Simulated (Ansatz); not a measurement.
**A series of single points on CoSi2**

System: CoSi2 (Fm-3m, 3 atoms in the cell).
Method: Kohn-Sham DFT of a periodic cell, PBE, Ansatz PAW, spin-polarised (Ansatz 0.2.0).

The 6 runs differ only in the geometry, by an even scaling of the cell at fixed fractional positions. The structure derives from an entry of the Crystallography Open Database.

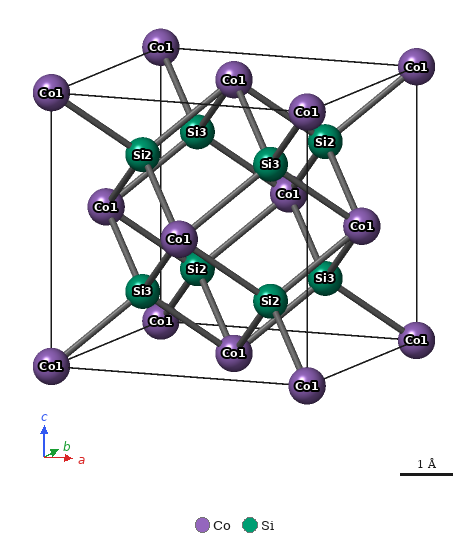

Figure 1. The structure of run 4 (ball-and-stick view of the cell 4 times as large as that of the calculation, set on its symmetry axes, seen slightly off an axis; atoms are numbered from 1 in the order of the input).

**Input of run 4**
```yaml
crystal:
  lattice:
    - [0.0, 2.6957356162, 2.6957356162]
    - [2.6957356162, 0.0, 2.6957356162]
    - [2.6957356162, 2.6957356162, 0.0]
  atoms:
    - { symbol: Co, position: [0.0, 0.0, 0.0], spin: 2.0 }
    - { symbol: Si, position: [0.75, 0.75, 0.75] }
    - { symbol: Si, position: [0.25, 0.25, 0.25] }
hamiltonian:
  xc: pbe
  pseudopotentials: { kind: paw }
magnetization:
  spin_polarized: true
kpoints:
  mp_grid: { grid: [9, 9, 9] }
scf:
  occupations: { method: fermi_dirac, width: 0.05 }
output:
  forces: true
  stress: true
  eigenvalues: true
```

Command:
```bash
ansatz run input.yaml --threads 2 --pin off --max-ram 5120MiB --backend cpu --events-out ev --progress --plain --runs-dir out
```

Lattice vectors (Å) and fractional positions of run 4:
```
   0.000000    2.695736    2.695736
   2.695736    0.000000    2.695736
   2.695736    2.695736    0.000000
Co  0.000000  0.000000  0.000000
Si  0.750000  0.750000  0.750000
Si  0.250000  0.250000  0.250000
```

Run 2 differs from it as follows:
```diff
-    - [0.0, 2.6957356162, 2.6957356162]
-    - [2.6957356162, 0.0, 2.6957356162]
-    - [2.6957356162, 2.6957356162, 0.0]
+    - [0.0, 2.641806374, 2.641806374]
+    - [2.641806374, 0.0, 2.641806374]
+    - [2.641806374, 2.641806374, 0.0]
```

**Results, with one run withheld**

```tsv
run	volume per atom (Å³)	free energy per atom, from the lowest run given (meV)	pressure (GPa)
1	12.036	31.36	13.32
2	12.292	?	?
3	12.804	0.00	0.47
4	13.060	2.04	−2.95
5	13.316	9.25	−6.01
6	13.572	21.08	−8.74
```

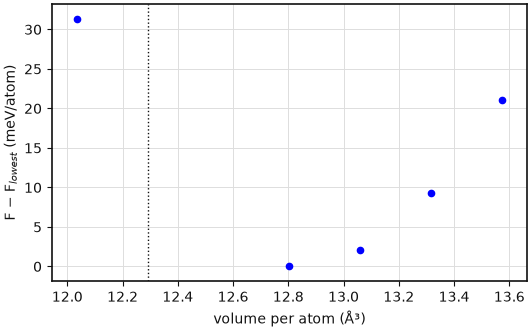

Figure 2. Free energy per atom of the runs given; the dotted line marks run 2.

Estimate the energy of run 2 from the others.

A cubic polynomial in V^(−2/3) (the Birch–Murnaghan form), fitted to the 5 runs given, misses them by under 0.01 meV per atom. With x = V^(−2/3) − 0.18144 Å⁻², it reads F = 0.39631 − 925.71 x + 4.8139e+05 x² + 7.9437e+05 x³ (meV per atom). At run 2 it gives 13.93 meV per atom, and the run itself gives 13.94. The slope of the fit gives a pressure −dF/dV of 8.56 GPa there, and the run prints 8.56 GPa. The fit has its minimum at 12.837 Å³ per atom, where V d²F/dV² gives 179 GPa: the bulk modulus at this level, since symmetry fixes the shape and the positions.

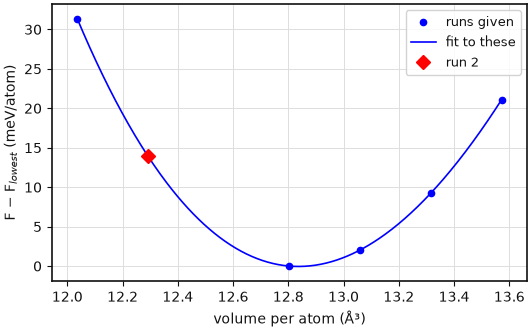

Figure 3. The fit and the withheld run.

**Output, shortened to warnings, some set-up lines, iterations and results (run 2)**
```
WARN: the starting moments were not kept: the SCF closed with an absolute magnetisation of 1.4e-6 μB, where they sum to 2 μB in size (1 site). That is at most 0.1 of that sum. Measured as dr2_m measures the in/out step, that magnetisation stands 2.6e-13 eV from none, at or under the dr2_threshold of 1.0e-7 eV: it is no larger than a step whose dr2_m would equal this threshold. The system may hold …
Basis set: ecut = 420 eV, 725 PW (Γ), exchange–correlation on 50×50×50 points (8 copies of the dense FFT grid, shifted against one another)
Symmetry: 48 space group operations
k-points: 35 of 729
Initial density: superposition of atomic densities (chi_scale 0.1, normalization cell)
[...]
SCF iter   1: F=—  HF=-6398.090479 eV  |F-HF|=—  |Δ(HF+E_count)|=         —  Δρ=1.61e-1 (↑1.61e-1 ↓9.29e-2)  dr2=1.70e0  dr2_m=5.13e0  M=0.302 μB ∫|m|=0.398 μB  β_m=0.30  …
SCF iter   2: F=—  HF=-6397.353367 eV  |F-HF|=—  |Δ(HF+E_count)|=   7.37e-1  Δρ=1.10e-1 (↑8.51e-2 ↓1.10e-1)  dr2=1.04e0  dr2_m=3.07e0  M=0.185 μB ∫|m|=0.277 μB  β_m=0.61  …
SCF iter   3: F=—  HF=-6399.069310 eV  |F-HF|=—  |Δ(HF+E_count)|=    1.72e0  Δρ=5.01e-2 (↑5.01e-2 ↓4.20e-2)  dr2=4.17e-1  dr2_m=6.42e-1  M=0.069 μB ∫|m|=0.122 μB  β_m=0.80  …
SCF iter   4: F=—  HF=-6399.192293 eV  |F-HF|=—  |Δ(HF+E_count)|=   1.23e-1  Δρ=1.78e-2 (↑1.78e-2 ↓1.53e-2)  dr2=4.08e-1  dr2_m=7.31e-4  M=-0.005 μB ∫|m|=0.007 μB  β_m=0.77  …
SCF iter   5: F=—  HF=-6399.121684 eV  |F-HF|=—  |Δ(HF+E_count)|=   7.06e-2  Δρ=1.20e-2 (↑1.20e-2 ↓1.06e-2)  dr2=1.03e-1  dr2_m=1.74e-4  M=0.001 μB ∫|m|=0.004 μB  β_m=0.89  …
SCF iter   6: F=—  HF=-6399.131265 eV  |F-HF|=—  |Δ(HF+E_count)|=   9.58e-3  Δρ=3.77e-3 (↑1.88e-3 ↓3.77e-3)  dr2=6.69e-3  dr2_m=4.70e-4  M=-0.004 μB ∫|m|=0.006 μB  β_m=0.94  …
SCF iter   7: F=—  HF=-6399.133582 eV  |F-HF|=—  |Δ(HF+E_count)|=   2.32e-3  Δρ=7.64e-4 (↑7.64e-4 ↓4.97e-4)  dr2=5.48e-4  dr2_m=8.88e-6  M=-0.001 μB ∫|m|=0.001 μB  β_m=0.97  …
SCF iter   8: F=—  HF=-6399.133627 eV  |F-HF|=—  |Δ(HF+E_count)|=   4.53e-5  Δρ=1.33e-4 (↑1.33e-4 ↓1.23e-4)  dr2=3.01e-5  dr2_m=1.13e-7  M=-0.000 μB ∫|m|=0.000 μB  β_m=0.99  …
SCF iter   9: F=—  HF=-6399.133627 eV  |F-HF|=—  |Δ(HF+E_count)|=   5.40e-7  Δρ=5.35e-5 (↑5.35e-5 ↓5.33e-5)  dr2=5.02e-6  dr2_m=8.40e-9  M=-0.000 μB ∫|m|=0.000 μB  β_m=0.99  …
SCF iter  10: F=—  HF=-6399.133627 eV  |F-HF|=—  |Δ(HF+E_count)|=   6.81e-7  Δρ=1.15e-5 (↑1.11e-5 ↓1.15e-5)  dr2=1.47e-7  dr2_m=9.12e-11  M=0.000 μB ∫|m|=0.000 μB  β_m=1.00  …
SCF iter  11: F=-6399.133627 eV  HF=-6399.133627 eV  |F-HF|=5.13e-8  |Δ(HF+E_count)|=   1.27e-8  Δρ=7.23e-6 (↑7.18e-6 ↓7.23e-6)  dr2=6.01e-8  dr2_m=2.06e-12  M=0.000 μB …
SCF 1 converged in 11 iterations: F = -6399.133627 eV  dr2 = 6.01e-8
WARN: the starting moments were not kept: the SCF closed with an absolute magnetisation of 1.4e-6 μB, where they sum to 2 μB in size (1 site). That is at most 0.1 of that sum. Measured as dr2_m measures the in/out step, that magnetisation stands 2.6e-13 eV from none, at or under the dr2_threshold …
SCF converged after 11 iterations
Magnetization: 0.0000 μB (12.5000 up, 12.5000 down)
Absolute magnetization: 0.0000 μB (∫|ρ↑−ρ↓|, with the PAW one-centre terms)
Spin contamination: 0.0000 ħ² per cell (⟨S²⟩ above its minimum at these occupations)
Per-site moments (μB) at R_I (Å): [(-4.022620448366866e-8, 0.943746965602507), (1.6466721989040387e-7, 0.943746965602507), (1.646672198349132e-7, 0.9437469656025071)]
Free energy (F): -6399.133627 eV
Harris-Foulkes:  -6399.133627 eV  (|F-HF|=5.13e-8)
Internal energy: -6399.123552 eV  (E = F + TS)
E sigma→0 (E₀):  -6399.128589 eV
Entropy (-TS):   -0.010076 eV (-3.359 meV/atom)
Fermi energy:    13.523280 eV
--- Per-component energies (eV) ---
  E_band       = -270.106518
  E_kinetic    = 551.076704
  E_local      = -4049.618087  (includes V_loc(G=0)·N_el)
  E_nonlocal   = 501.844876
  E_hartree    = 1765.253800
  E_xc         = -275.407712
  E_vxc        = -306.995699  (∫ρ·V_xc dr)
  E_paw        = -2542.022712  (= ΣΔE_a)
[...]
```

The program warns: some starting moments were not kept.
